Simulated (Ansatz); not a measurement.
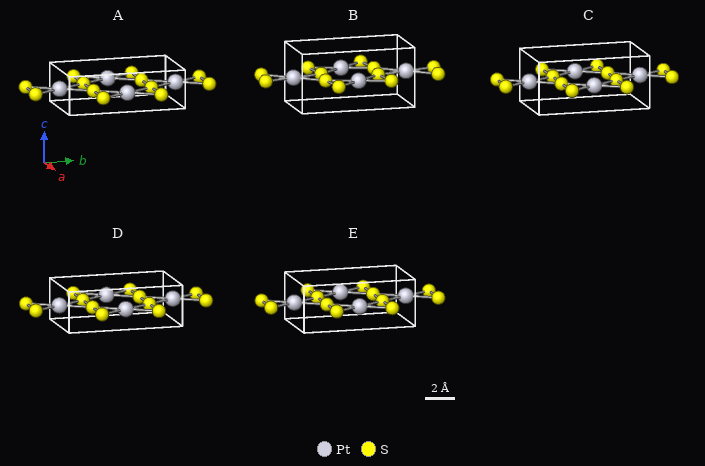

5 geometries from one relaxation of crystalline PtS2 (a generated structure, set up in Pbam) (coarse preliminary run), in shuffled order. Style: ball-and-stick. Shown: the cell of the calculation, slightly off an axis.

These are results of DFT PBE, scalar-relativistic, plane waves, PAW in Ansatz, not measurements. (plane-wave cutoff 420 eV; k-point mesh 4 × 2 × 4; occupations gaussian; smearing width 0.1 eV; no spin polarisation; cell and atoms relaxed; force threshold 0.04 eV/Å; at most 70 steps)

Put them in the order of the run, from the start to the converged end.

B, C, E, D, A. They are steps 0, 3, 5, 7, 12, at +348 meV per atom, +188 meV per atom, +161 meV per atom, +59.3 meV per atom relative to the last. Over 10 accepted moves (12 points after the start) the energy falls by 348 meV per atom. Largest force component: 0.49 eV/Å at the start, 0.00098 eV/Å at the end. The pressure goes from 3.78 to 0.07 GPa. The line search rejected the trial step at point 9 of the run. At 1 point the geometry stayed and the basis and grid were re-selected for the new cell (energy shift of 0.5 meV per atom at most each time). The largest moves relative to the cell, 0.54 Å, are those of S atoms. Pt stays in place. The volume changes by −25.0 %, with a 4.449 → 5.006 Å (+12.5 %), b 8.091 → 8.325 Å (+2.9 %), c 4.198 → 2.720 Å (−35.2 %). Near-neighbour distances that change, for instance: S–S 4.198 → 2.720 Å, Pt–Pt 4.198 → 2.720 Å, S–S 2.246 → 2.503 Å, Pt–S 2.275 → 2.430 Å. Among the angles between lasting bonds that change: Pt–S–Pt 156.8° → 179.6°, Pt–S–S 98.9° → 121.3°, Pt–S–S 137.9° → 120.7°. The space group stays Pbam (No. 55).

Limits of the set-up: the k-point mesh is coarse for a cell with partly filled bands; layers or molecules are held without a dispersion correction, so their spacing is unreliable.
